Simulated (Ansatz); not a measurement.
**Geometry relaxation, with input and output: AlAs (part 2 of 2)**

AlAs (slab, 6 atoms in the cell); DFT PBEsol, scalar-relativistic, plane waves, PAW, no spin polarisation (Ansatz 0.2.0); cutoff 420 eV, 9×9×1 k-mesh, Gaussian smearing of 0.05 eV. The structure derives from an entry of the Crystallography Open Database. The input holds or restrains some coordinates. Forces given for the steps count only the free coordinates. It belongs to a series of runs on one base structure; here: clean slab, lower half held.

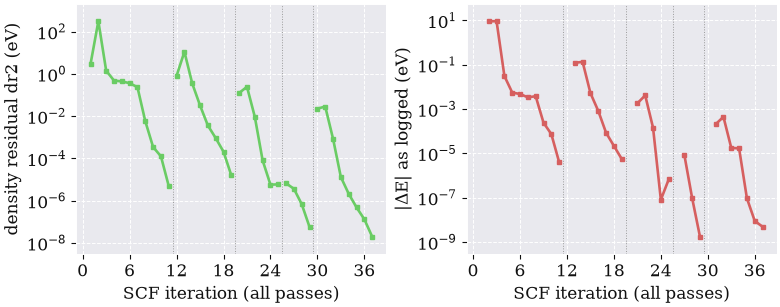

Fig. 1: Convergence of the self-consistent field: density residual dr2 and size of the energy change against the SCF iteration. The dotted lines part the SCF passes of the relaxation: geometry steps, rejected trials and re-solves on a re-selected basis. The 5 passes take 4 to 11 iterations each, 37 in all.

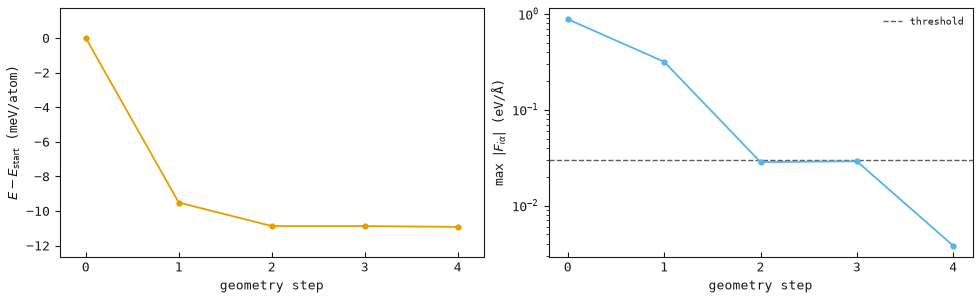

Fig. 2: Progress of the restrained relaxation, step by step (the first geometry is step 0 here and step 1 in the log).

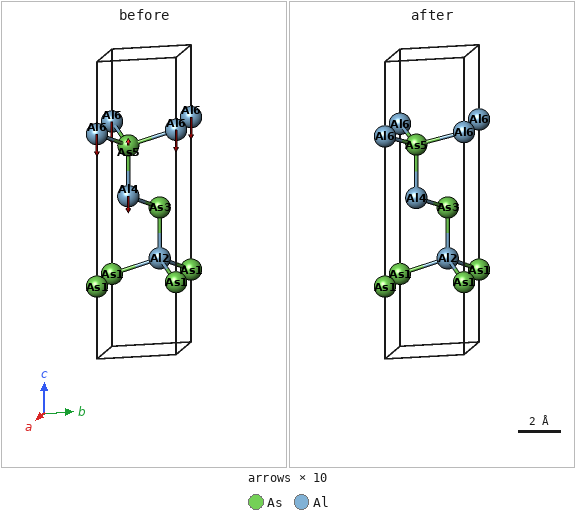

Fig. 3: Before (left) and after (right) the restrained relaxation, at one scale (ball-and-stick view of the cell of the calculation, with the vacuum cut short, seen slightly off an axis). The red arrows give the displacements, magnified 10 times. The energy falls by 10.9 meV per atom in 4 geometry steps. The largest force component goes from 0.88 to 0.0038 eV/Å. Al6 moves most: 0.11 Å. Largest moves by element: Al 0.11 Å, As 0.04 Å. The lattice vectors keep their values. Distances before and after: Al4–As5 2.457 → 2.578 Å, As5–Al6 2.457 → 2.412 Å, As3–Al4 2.457 → 2.430 Å. Among the angles that change: Al4–As5–Al6 109.5° → 106.2°, Al6–As5–Al6 109.5° → 112.5°, As5–Al6–As5 109.5° → 112.5°. (Atoms are counted from 1 in the order of the input.)

```
SCF converged after 8 iterations
Free energy (F): -16012.892875 eV
Harris-Foulkes:  -16012.892875 eV  (|F-HF|=2.31e-8)
Internal energy: -16012.888305 eV  (E = F + TS)
E sigma→0 (E₀):  -16012.890590 eV
Entropy (-TS):   -0.004571 eV (-0.762 meV/atom)
Fermi energy:    0.040842 eV
Dipole field:    D = 0.107275 V/Å  (p = 0.201460 e·Å, saw-weighted, corrected)
Work function:   Φ+ = 3.2888 eV   Φ− = 5.9033 eV
Levels:          The Fermi level and band energies are counted from a zero that moves with the ramp; work functions are not
--- Per-component energies (eV) ---
  E_band       = -1175.943576
  E_kinetic    = 376.250052
  E_local      = -35170.746991  (includes V_loc(G=0)·N_el)
  E_nonlocal   = -1972.816478
  E_hartree    = 17614.920546
  E_xc         = -351.494242
  E_vxc        = -321.606025  (∫ρ·V_xc dr)
  E_paw        = -6743.715163  (= ΣΔE_a)
  E_vpaw       = 681.533305  (= ΣTr[D̂ρ^β])
  E_aug_tail   = 0.000016  (compensation charges beyond the density's cutoff)
  E_efield     = 0.010806  (sawtooth field / dipole correction)
  E_vefield    = 1.606698  (∫n·V_field dr)
  E_ewald      = 10231.746448
  E_core_change = 2.956703  (= ΣΔE_core)
  E_smearing   = -0.004571  (= −TS)
  E_closure    = -0.000000  (closes the sum)
  Σ components = -16012.892875   (vs F -16012.892875, Δ=0.00e0)
--- Forces (eV/Å), atoms counted from 1 ---
  atom   1  As     0.00000000    -0.00000000     0.23287039
  atom   2  Al    -0.00000000     0.00000000    -0.77036965
  atom   3  As     0.00000000    -0.00000000     0.53020056
  atom   4  Al     0.00000000     0.00000000     0.00379974
  atom   5  As    -0.00000000    -0.00000000     0.00281057
  atom   6  Al     0.00000000     0.00000000     0.00065961
  max |Σ_I F_I| component: 2.88e-5 eV/Å
--- Band table (eV; the first three rows and the last of 12) ---
  k-point 0: bands = ["-36.0815", "-36.0699", "-36.0699", "-36.0591", "-36.0591", "-35.1582", "-35.1570", "-35.1570", "-35.1456", "-35.1456", "-34.0673", "-34.0661", "-34.0661", "-34.0551", "-34.0551", "-12.9235", "-11.9578", "-10.4126", "-5.6964", "-3.6794", "-2.1823", "-2.1823", "-1.2598", "-1.2598", "-0.9905", "0.1937", "0.1937", "0.4323", "0.9745", "1.8650", "2.8278", "3.1409", "3.1409"]
  k-point 1: bands = ["-36.0814", "-36.0699", "-36.0698", "-36.0591", "-36.0590", "-35.1581", "-35.1570", "-35.1569", "-35.1456", "-35.1456", "-34.0672", "-34.0662", "-34.0661", "-34.0551", "-34.0549", "-12.8235", "-11.8629", "-10.3171", "-5.6264", "-3.7777", "-2.9141", "-2.3701", "-2.2088", "-1.4281", "-0.7747", "-0.5324", "0.0282", "0.5701", "1.5244", "2.4402", "3.0089", "3.3134", "3.5169"]
  k-point 2: bands = ["-36.0812", "-36.0701", "-36.0698", "-36.0591", "-36.0586", "-35.1579", "-35.1570", "-35.1565", "-35.1458", "-35.1455", "-34.0670", "-34.0663", "-34.0660", "-34.0551", "-34.0546", "-12.5426", "-11.5997", "-10.0521", "-5.5312", "-4.6936", "-3.5225", "-3.2834", "-2.7622", "-1.8535", "-1.7945", "-0.3890", "-0.3345", "0.4196", "1.4665", "2.4328", "3.2930", "3.5469", "3.9750"]
  k-point 11: bands = ["-36.0806", "-36.0702", "-36.0699", "-36.0585", "-36.0584", "-35.1573", "-35.1567", "-35.1563", "-35.1457", "-35.1457", "-34.0665", "-34.0664", "-34.0661", "-34.0545", "-34.0545", "-11.6013", "-10.7765", "-9.2202", "-6.5762", "-5.9151", "-5.0744", "-4.5964", "-4.0793", "-3.2037", "-2.5008", "-2.1023", "-0.3017", "0.2082", "2.4446", "2.5296", "3.6719", "4.3584", "4.8033"]
--- Relaxed structure (5 steps of the walk, 5 accepted, 0 SCFs on fresh bases) ---
  F+E_penalty+E_count = -16012.89287515 eV   max|allowed force component| = 3.800e-3 eV/Å
  atoms:
    - { symbol: As, position: [0.0, 0.0, 0.3487677839] }
    - { symbol: Al, position: [0.3333333333333333, 0.6666666666666666, 0.3823749431] }
    - { symbol: As, position: [0.3333333333333333, 0.6666666666666666, 0.48319642040000005] }
    - { symbol: Al, position: [0.6666666666666666, 0.3333333333333333, 0.5133571131091887] }
    - { symbol: As, position: [0.6666666666666666, 0.3333333333333333, 0.6191271575411588] }
    - { symbol: Al, position: [-3.515243149541813e-18, 4.212146417931675e-33, 0.6467176793198797] }
```

### Trajectory as extended XYZ (Å, eV, eV/Å), 5 frames, from step=1 to step=5
```
6
Lattice="4.0125 0.0000 0.0000 -2.0063 3.4750 0.0000 0.0000 0.0000 24.3715" Properties=species:S:1:pos:R:3:forces:R:3 step=1 energy=-16012.82740
As    0.0000    0.0000    8.5000    0.0000   0.0000   0.2342
Al    0.0000    2.3166    9.3191    0.0000   0.0000  -0.6678
As    0.0000    2.3166   11.7762    0.0000   0.0000   0.7160
Al    2.0063    1.1583   12.5953    0.0000   0.0000  -0.7452
As    2.0063    1.1583   15.0525    0.0000   0.0000   0.8809
Al    0.0000    0.0000   15.8715    0.0000   0.0000  -0.4182
6
Lattice="4.0125 0.0000 0.0000 -2.0063 3.4750 0.0000 0.0000 0.0000 24.3715" Properties=species:S:1:pos:R:3:forces:R:3 step=2 energy=-16012.88444
As    0.0000    0.0000    8.5000    0.0000   0.0000   0.2330
Al    0.0000    2.3166    9.3191    0.0000   0.0000  -0.7379
As    0.0000    2.3166   11.7762    0.0000   0.0000   0.5451
Al    2.0063    1.1583   12.5317    0.0000   0.0000  -0.2419
As    2.0063    1.1583   15.0549    0.0000   0.0000   0.3168
Al    0.0000    0.0000   15.7764    0.0000   0.0000  -0.1154
6
Lattice="4.0125 0.0000 0.0000 -2.0063 3.4750 0.0000 0.0000 0.0000 24.3715" Properties=species:S:1:pos:R:3:forces:R:3 step=3 energy=-16012.89258
As    0.0000    0.0000    8.5000    0.0000   0.0000   0.2326
Al    0.0000    2.3166    9.3191    0.0000   0.0000  -0.7637
As    0.0000    2.3166   11.7762    0.0000   0.0000   0.5660
Al    2.0063    1.1583   12.5207    0.0000   0.0000  -0.0171
As    2.0063    1.1583   15.1006    0.0000   0.0000   0.0112
Al    0.0000    0.0000   15.7830    0.0000   0.0000  -0.0284
6
Lattice="4.0125 0.0000 0.0000 -2.0063 3.4750 0.0000 0.0000 0.0000 24.3715" Properties=species:S:1:pos:R:3:forces:R:3 step=4 energy=-16012.89259
As    0.0000    0.0000    8.5000    0.0000   0.0000   0.2326
Al    0.0000    2.3166    9.3191    0.0000   0.0000  -0.7641
As    0.0000    2.3166   11.7762    0.0000   0.0000   0.5662
Al    2.0063    1.1583   12.5207    0.0000   0.0000  -0.0173
As    2.0063    1.1583   15.1006    0.0000   0.0000   0.0115
Al    0.0000    0.0000   15.7830    0.0000   0.0000  -0.0290
6
Lattice="4.0125 0.0000 0.0000 -2.0063 3.4750 0.0000 0.0000 0.0000 24.3715" Properties=species:S:1:pos:R:3:forces:R:3 step=5 energy=-16012.89287
As    0.0000    0.0000    8.5000    0.0000   0.0000   0.2329
Al    0.0000    2.3166    9.3191    0.0000   0.0000  -0.7704
As    0.0000    2.3166   11.7762    0.0000   0.0000   0.5302
Al    2.0063    1.1583   12.5113    0.0000   0.0000   0.0038
As    2.0063    1.1583   15.0891    0.0000   0.0000   0.0028
Al    0.0000    0.0000   15.7615    0.0000   0.0000   0.0007
```

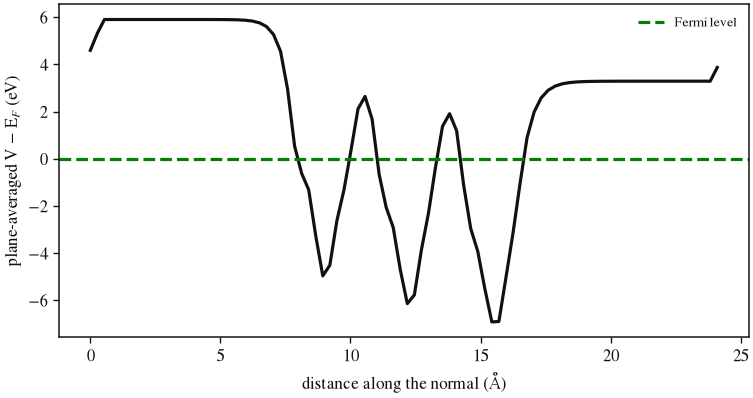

Fig. 4: Plane average of the electrostatic potential energy of an electron across the cell, from the Fermi level. The vacuum level lies 3.29 eV above the Fermi level on the upper side and 5.90 eV on the lower.

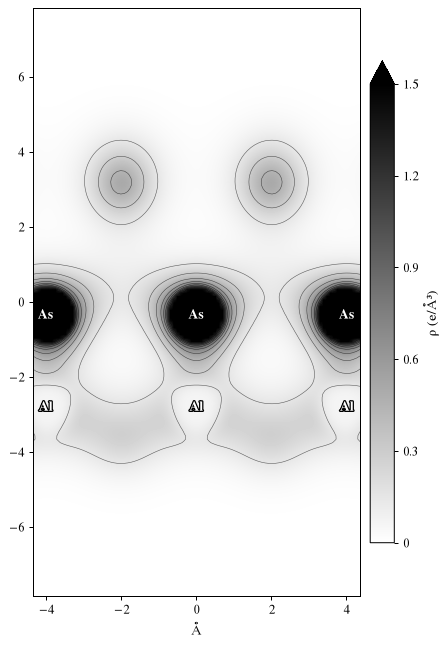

Fig. 5: Valence charge density (pseudo) on the (010) plane of the calculation cell, a cut from vacuum to vacuum. Al–As (2.46 Å): ρ is about 0.44 e/Å³ halfway. The density dies away to nearly zero in the vacuum. Core electrons are frozen (PAW), so the fields are smoothed inside the atomic spheres.

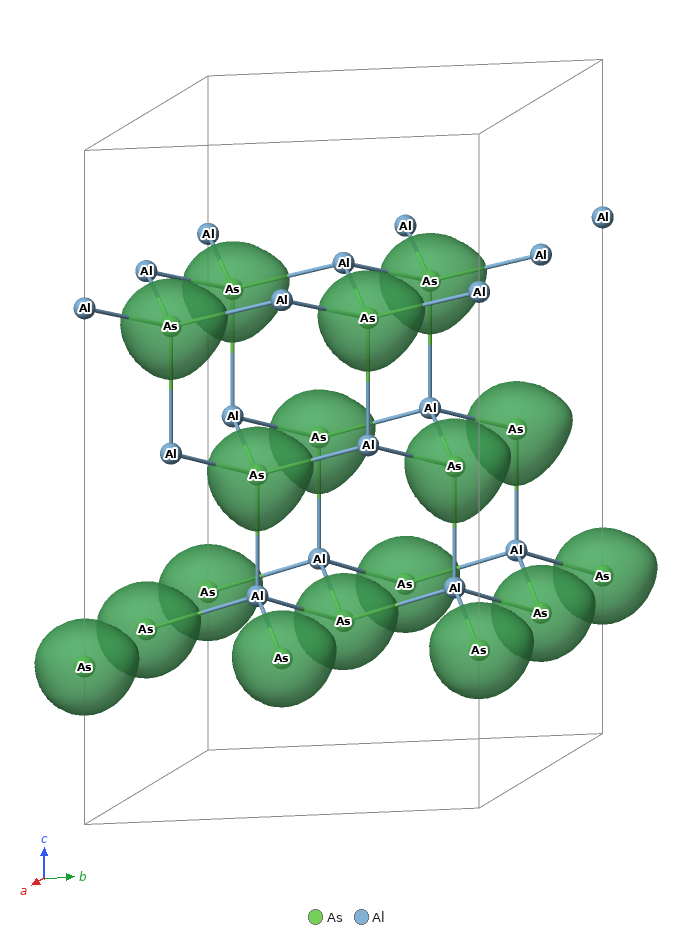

Fig. 6: Isosurface of the valence charge density (pseudo) at 0.5 e/Å³ (green), seen slightly off an axis. Sticks mark near contacts. At this value the density breaks into separate islands; it holds about 65 % of the electrons treated as valence. It is pinched off along the Al–As (2.41 Å), Al–As (2.46 Å) and Al–As (2.58 Å) contacts. On the grid the lowest density along these lines, outside the cores, is 0.37 e/Å³ (Al–As, 2.41 Å), 0.35 e/Å³ (Al–As, 2.46 Å) and 0.26 e/Å³ (Al–As, 2.58 Å).

This output came from the following input.

### Input
```yaml
crystal:
  lattice:
    - [4.012545656, 0.0, 0.0]
    - [-2.006272828, 3.474966472, 0.0]
    - [0.0, 0.0, 24.3715170702]
  atoms:
    - { symbol: As, position: [0.0, 0.0, 0.3487677839] }
    - { symbol: Al, position: [0.3333333333, 0.6666666667, 0.3823749431] }
    - { symbol: As, position: [0.3333333333, 0.6666666667, 0.4831964204] }
    - { symbol: Al, position: [0.6666666667, 0.3333333333, 0.5168035796] }
    - { symbol: As, position: [0.6666666667, 0.3333333333, 0.6176250569] }
    - { symbol: Al, position: [0.0, 0.0, 0.6512322161] }
basis:
  ecutwfc: 420
kpoints:
  mp_grid: { grid: [9, 9, 1] }
hamiltonian:
  xc: pbesol
scf:
  occupations: { method: gaussian, width: 0.05 }
output:
  forces: true
  eigenvalues: true
  write_density: true
  write_potential: true
  elf: true
  volumetric_format: npy
relax:
  adjacent_minimum: "off"
  f_tol: 0.03
  max_steps: 70
  constraints: [{ sites: [0, 1, 2] }]
efield:
  axis: 3
  dipole_correction: true
  ramp_width: 0.04
```

Launched with:
```bash
ansatz run input.yaml --threads 2 --pin off --max-ram 5120MiB --backend cpu --events-out ev --progress --plain --runs-dir out
```

### Summary

| quantity | value |
| --- | --- |
| outcome | converged under the restraints of the input |
| electrons treated | 54 |
| free energy | −16012.8929 eV |
| work function, top face | 3.29 eV |
| work function, bottom face | 5.90 eV |
| Fermi energy | 0.041 eV |
| gap on the k-point mesh | none (metallic) |
| final volume | 339.82 Å³ |
| work function (upper face) | 3.29 eV |
| largest force (length of the vector) at the end, held atoms and coordinates included | 0.770 eV/Å |
| hardware | 2 threads of Intel Xeon @ 2.50GHz (Skylake/Cascade Lake), 32 GiB of memory available, shared host |
| wall time | 44 s (CPU time 85 s) |
| peak memory | 0.63 GiB |
